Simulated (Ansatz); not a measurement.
**What a change does: single-point calculation on AlAs**

System: AlAs (F-43m, 16 atoms in the cell).
Method of run A: DFT PBE, scalar-relativistic, plane waves, PAW, no spin polarisation (Ansatz 0.2.0).

The structure derives from a Materials Project entry. Text and figures count atoms from 1; the logs count them from 0 in places.

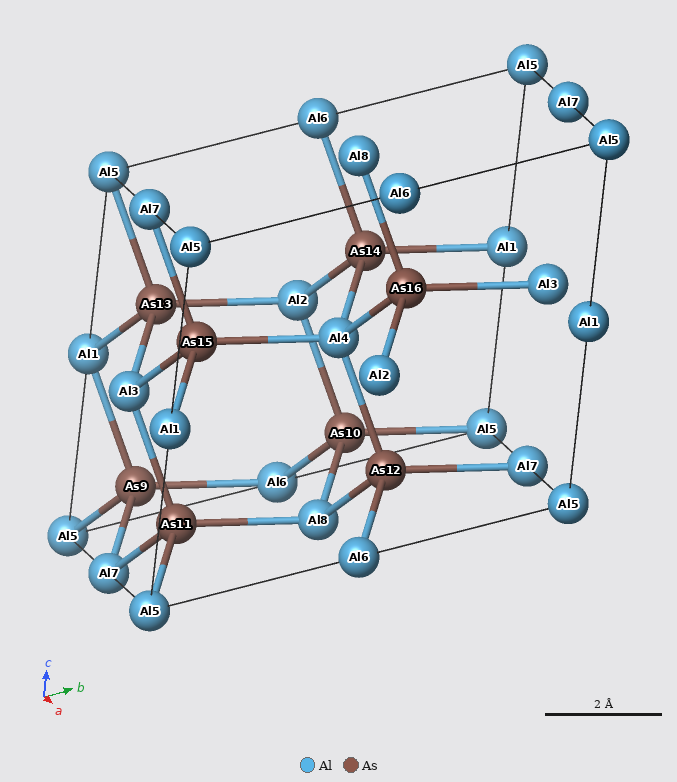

The structure as given in the input (ball-and-stick view of the cell of the calculation, seen slightly off an axis; atoms are numbered from 1 in the order of the input). Near neighbours in the crystal (not all of them lie inside the picture): Al has 4 As at 2.48 Å; As has 4 Al at 2.48 Å.

**Input, run A**
```yaml
crystal:
  lattice:
    - [0.0, 5.727912321, -5.727912321]
    - [5.727912321, 5.727912321, 0.0]
    - [5.727912321, 0.0, -5.727912321]
  atoms:
    - { symbol: Al, position: [0.0, 0.0, 0.5] }
    - { symbol: Al, position: [0.0, 0.5, 0.5] }
    - { symbol: Al, position: [0.5, 0.0, 0.5] }
    - { symbol: Al, position: [0.5, 0.5, 0.5] }
    - { symbol: Al, position: [0.0, 0.0, 1.0] }
    - { symbol: Al, position: [0.0, 0.5, 1.0] }
    - { symbol: Al, position: [0.5, 0.0, 1.0] }
    - { symbol: Al, position: [0.5, 0.5, 1.0] }
    - { symbol: As, position: [0.125, 0.125, 0.125] }
    - { symbol: As, position: [0.125, 0.625, 0.125] }
    - { symbol: As, position: [0.625, 0.125, 0.125] }
    - { symbol: As, position: [0.625, 0.625, 0.125] }
    - { symbol: As, position: [0.125, 0.125, 0.625] }
    - { symbol: As, position: [0.125, 0.625, 0.625] }
    - { symbol: As, position: [0.625, 0.125, 0.625] }
    - { symbol: As, position: [0.625, 0.625, 0.625] }
basis:
  ecutwfc: 420
  xc_grid: 2
kpoints:
  mp_grid: { grid: [2, 2, 2], shift: [0.0, 0.0, 0.0] }
hamiltonian:
  xc: pbe
scf:
  occupations: { method: gaussian, width: 0.01 }
output:
  forces: true
  stress: true
  eigenvalues: true
```

Launched with:
```bash
ansatz run input.yaml --threads 4 --pin off --max-ram 8192MiB --backend cpu --events-out ev --progress --plain --runs-dir out
```

Hardware: 4 threads of Intel Xeon (Sapphire Rapids), 64 GiB of memory available, shared host.

**Output, shortened to warnings, some set-up lines, iterations and results (run A)**
```
Basis set: ecut = 420 eV, 7391 PW (Γ), exchange–correlation on 120×120×120 points (8 copies of the dense FFT grid, shifted against one another)
Symmetry: 192 space group operations
k-points: 3 of 8
Initial density: superposition of atomic densities (neutral atoms: chi_scale 0, normalization atom), corrected by the library's trained network
[...]
SCF iter   1: F=—  HF=-43156.017969 eV  |F-HF|=—  |Δ(HF+E_count)|=         —  Δρ=5.18e-4  dr2=3.41e-4  ethr=1.77e-3  ⟨swp⟩=6.7  Hψ=984  notcnv=0  defer=6
SCF iter   2: F=—  HF=-43156.017101 eV  |F-HF|=—  |Δ(HF+E_count)|=   8.69e-4  Δρ=3.57e-4  dr2=2.46e-4  ethr=2.37e-7  ⟨swp⟩=2.7  Hψ=561  notcnv=0  defer=21
SCF iter   3: F=—  HF=-43156.017341 eV  |F-HF|=—  |Δ(HF+E_count)|=   2.40e-4  Δρ=1.77e-4  dr2=5.81e-5  ethr=1.71e-7  ⟨swp⟩=2.0  Hψ=456  notcnv=0  defer=6
SCF iter   4: F=—  HF=-43156.017495 eV  |F-HF|=—  |Δ(HF+E_count)|=   1.54e-4  Δρ=3.30e-5  dr2=2.78e-6  ethr=4.04e-8  ⟨swp⟩=3.0  Hψ=456  notcnv=0  defer=6
SCF iter   5: F=—  HF=-43156.017492 eV  |F-HF|=—  |Δ(HF+E_count)|=   2.50e-6  Δρ=1.50e-5  dr2=3.73e-7  ethr=1.93e-9  ⟨swp⟩=2.0  Hψ=456  notcnv=0  defer=6
SCF iter   6: F=-43156.017492 eV  HF=-43156.017492 eV  |F-HF|=3.41e-9  |Δ(HF+E_count)|=   1.24e-7  Δρ=9.72e-7  dr2=4.88e-9  ethr=6.94e-11  ⟨swp⟩=8.7  Hψ=918  notcnv=0
SCF 1 converged in 6 iterations: F = -43156.017492 eV  dr2 = 4.88e-9
SCF converged after 6 iterations
Free energy (F): -43156.017492 eV
Harris-Foulkes:  -43156.017492 eV  (|F-HF|=3.41e-9)
Internal energy: -43156.017492 eV  (E = F + TS)
E sigma→0 (E₀):  -43156.017492 eV
Fermi energy:    6.765532 eV
--- Per-component energies (eV) ---
  E_band       = -2170.215667
  E_kinetic    = 1009.639519
  E_local      = -17137.339367  (includes V_loc(G=0)·N_el)
  E_nonlocal   = -5280.549560
  E_hartree    = 9141.299130
  E_xc         = -949.583339
  E_vxc        = -863.402135  (∫ρ·V_xc dr)
  E_paw        = -18425.303265  (= ΣΔE_a)
  E_vpaw       = 1818.831330  (= ΣTr[D̂ρ^β])
  E_aug_tail   = 0.000054  (compensation charges beyond the density's cutoff)
  E_ewald      = -11514.180664
  E_smearing   = -0.000000  (= −TS)
  E_closure    = -0.000000  (closes the sum)
  Σ components = -43156.017492   (vs F -43156.017492, Δ=0.00e0)
--- Forces (eV/Å), atoms counted from 1 ---
  atom   1  Al     0.00000000     0.00000000     0.00000000
  atom   2  Al     0.00000000     0.00000000    -0.00000000
  atom   3  Al     0.00000000     0.00000000    -0.00000000
  atom   4  Al     0.00000000    -0.00000000     0.00000000
  atom   5  Al     0.00000000     0.00000000     0.00000000
  atom   6  Al     0.00000000     0.00000000     0.00000000
  atom   7  Al     0.00000000     0.00000000    -0.00000000
  atom   8  Al     0.00000000     0.00000000     0.00000000
  atom   9  As    -0.00000000    -0.00000000     0.00000000
  atom  10  As    -0.00000000    -0.00000000     0.00000000
  atom  11  As    -0.00000000    -0.00000000    -0.00000000
  atom  12  As    -0.00000000    -0.00000000     0.00000000
  atom  13  As    -0.00000000    -0.00000000     0.00000000
  atom  14  As    -0.00000000    -0.00000000     0.00000000
  atom  15  As    -0.00000000    -0.00000000     0.00000000
  atom  16  As    -0.00000000    -0.00000000     0.00000000
  max |Σ_I F_I| component: 3.12e-16 eV/Å
--- Stress (GPa, compression-positive) ---
        0.262278      -0.000000      -0.000000
       -0.000000       0.262278      -0.000000
       -0.000000      -0.000000       0.262278
  P = ⅓ Tr σ = 0.2623 GPa (2.623 kbar)
```

For run B the input was changed thus:
```diff
-  mp_grid: { grid: [2, 2, 2], shift: [0.0, 0.0, 0.0] }
+  mp_grid: { grid: [2, 2, 2], shift: [0.5, 0.5, 0.5] }
```

How does run B compare with run A?

The free energy of run B is 56.3 meV per atom lower, which measures how much it depends on this numerical setting. The gap on the mesh goes from 1.48 to 2.08 eV. The pressure goes from 0.26 to 0.02 GPa. The SCF takes 7 iterations against 6. The irreducible k-points go from 3 to 2.

**Output, shortened to warnings, some set-up lines, iterations and results (run B)**
```
Warning: crystal.symmetry: narrowed to the stabiliser of the k-point mesh — unitary ops 192 → 48; excluded 144 operations that carry a point of the 2×2×2 mesh (shift [0.5, 0.5, 0.5]) off the mesh (the run samples exactly the mesh kpoints.mp_grid names, as under crystal.symmetry.detect: false, and its converged state has the mesh's symmetry, not the crystal's; ε∞, the Born charges and the force …
Basis set: ecut = 420 eV, 7391 PW (Γ), exchange–correlation on 120×120×120 points (8 copies of the dense FFT grid, shifted against one another)
Symmetry: 48 space group operations
k-points: 2 of 8 (time reversal used)
Initial density: superposition of atomic densities (neutral atoms: chi_scale 0, normalization atom), corrected by the library's trained network
[...]
SCF iter   1: F=—  HF=-43156.925484 eV  |F-HF|=—  |Δ(HF+E_count)|=         —  Δρ=2.31e-3  dr2=2.98e-2  ethr=1.77e-3  ⟨swp⟩=6.0  Hψ=679  notcnv=0  defer=2
SCF iter   2: F=—  HF=-43156.918750 eV  |F-HF|=—  |Δ(HF+E_count)|=   6.73e-3  Δρ=1.28e-3  dr2=9.09e-3  ethr=2.07e-5  ⟨swp⟩=2.0  Hψ=214  notcnv=0  defer=22
SCF iter   3: F=—  HF=-43156.917988 eV  |F-HF|=—  |Δ(HF+E_count)|=   7.62e-4  Δρ=2.51e-4  dr2=3.28e-4  ethr=6.31e-6  ⟨swp⟩=2.0  Hψ=228  notcnv=0  defer=12
SCF iter   4: F=—  HF=-43156.918075 eV  |F-HF|=—  |Δ(HF+E_count)|=   8.70e-5  Δρ=1.14e-4  dr2=9.86e-5  ethr=2.28e-7  ⟨swp⟩=2.0  Hψ=298  notcnv=0  defer=12
SCF iter   5: F=—  HF=-43156.917995 eV  |F-HF|=—  |Δ(HF+E_count)|=   7.99e-5  Δρ=4.51e-5  dr2=1.09e-5  ethr=6.84e-8  ⟨swp⟩=2.0  Hψ=298  notcnv=0  defer=12
SCF iter   6: F=—  HF=-43156.918049 eV  |F-HF|=—  |Δ(HF+E_count)|=   5.39e-5  Δρ=1.11e-5  dr2=4.66e-7  ethr=7.59e-9  ⟨swp⟩=2.0  Hψ=298  notcnv=0  defer=12
SCF iter   7: F=-43156.918050 eV  HF=-43156.918050 eV  |F-HF|=1.82e-8  |Δ(HF+E_count)|=   5.57e-7  Δρ=1.62e-6  dr2=1.40e-8  ethr=6.94e-11  ⟨swp⟩=8.5  Hψ=646  notcnv=0
SCF 1 converged in 7 iterations: F = -43156.918050 eV  dr2 = 1.40e-8
SCF converged after 7 iterations
Free energy (F): -43156.918050 eV
Harris-Foulkes:  -43156.918050 eV  (|F-HF|=1.82e-8)
Internal energy: -43156.918050 eV  (E = F + TS)
E sigma→0 (E₀):  -43156.918050 eV
Fermi energy:    6.872018 eV
--- Per-component energies (eV) ---
  E_band       = -2180.169005
  E_kinetic    = 1006.318673
  E_local      = -17126.590241  (includes V_loc(G=0)·N_el)
  E_nonlocal   = -5280.339774
  E_hartree    = 9131.374281
  E_xc         = -949.153141
  E_vxc        = -862.734252  (∫ρ·V_xc dr)
  E_paw        = -18424.347236  (= ΣΔE_a)
  E_vpaw       = 1820.417939  (= ΣTr[D̂ρ^β])
  E_aug_tail   = 0.000054  (compensation charges beyond the density's cutoff)
  E_ewald      = -11514.180664
  E_smearing   = -0.000000  (= −TS)
  E_closure    = 0.000000  (closes the sum)
  Σ components = -43156.918050   (vs F -43156.918050, Δ=0.00e0)
--- Forces (eV/Å), atoms counted from 1 ---
  atom   1  Al    -0.00675324    -0.00675324     0.00675324
  atom   2  Al    -0.00675324    -0.00675324     0.00675324
  atom   3  Al    -0.00675324    -0.00675324     0.00675324
  atom   4  Al    -0.00675324    -0.00675324     0.00675324
  atom   5  Al    -0.00675324    -0.00675324     0.00675324
  atom   6  Al    -0.00675324    -0.00675324     0.00675324
  atom   7  Al    -0.00675324    -0.00675324     0.00675324
  atom   8  Al    -0.00675324    -0.00675324     0.00675324
  atom   9  As     0.00674668     0.00674668    -0.00674668
  atom  10  As     0.00674668     0.00674668    -0.00674668
  atom  11  As     0.00674668     0.00674668    -0.00674668
  atom  12  As     0.00674668     0.00674668    -0.00674668
  atom  13  As     0.00674668     0.00674668    -0.00674668
  atom  14  As     0.00674668     0.00674668    -0.00674668
  atom  15  As     0.00674668     0.00674668    -0.00674668
  atom  16  As     0.00674668     0.00674668    -0.00674668
  max |Σ_I F_I| component: 5.26e-5 eV/Å
--- Stress (GPa, compression-positive) ---
        0.021795      -0.539353       0.539353
       -0.539353       0.021795       0.539353
        0.539353       0.539353       0.021795
  P = ⅓ Tr σ = 0.0218 GPa (0.218 kbar)
```

**The two runs side by side**

```tsv
quantity	run A	run B
outcome	converged	converged
free energy per atom (eV)	−2697.2511	−2697.3074
gap on the mesh (eV)	1.48	2.08
pressure (GPa)	0.26	0.02
largest force (eV/Å)	0.000	0.012
SCF iterations	6	7
irreducible k-points	3	2
plane waves at Γ	7391	7391
wall time (shared host)	1.2 s	1.4 s
```

For run B: Warnings: the k-point mesh lowers the symmetry that the run can use.
